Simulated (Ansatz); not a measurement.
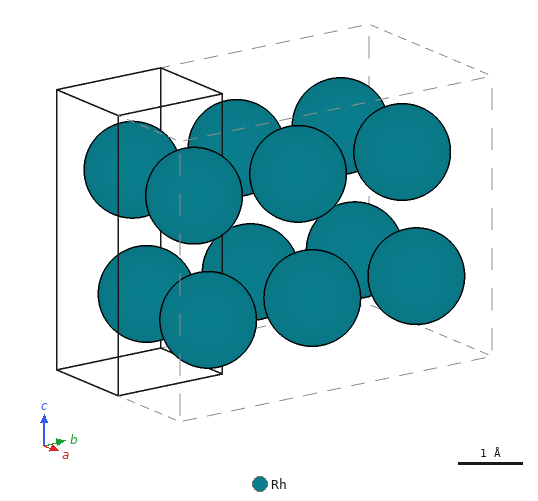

The figure gives a spheres-only picture of the atoms, viewed slightly off an axis. Shown are 2×3×1 repeats of the conventional unit cell, one of them outlined in solid lines.

Rh, space group P6_3/mmc (No. 194), a = 2.65 Å, b = 2.65 Å, c = 4.49 Å, α = 90.00°, β = 90.00°, γ = 120.00°.

Method used: DFT PBEsol, scalar-relativistic, plane waves, PAW in Ansatz 0.2.0. It ran with an energy cutoff of 420 eV, an 18×18×12 k-point grid, Gaussian smearing of 0.15 eV, no spin polarisation.

### Is it conducting or gapped at this level?

A metal: bands cross the Fermi level.

### State the hydrostatic pressure.

The computed pressure is -1.6 GPa (stretched: it would shrink). The stress isn't hydrostatic: its largest component is 11.0 GPa.

It goes back to a structure listed in the Materials Project. The cell was then strained or its atoms displaced on purpose. An electronic-structure calculation with Ansatz was run on it.
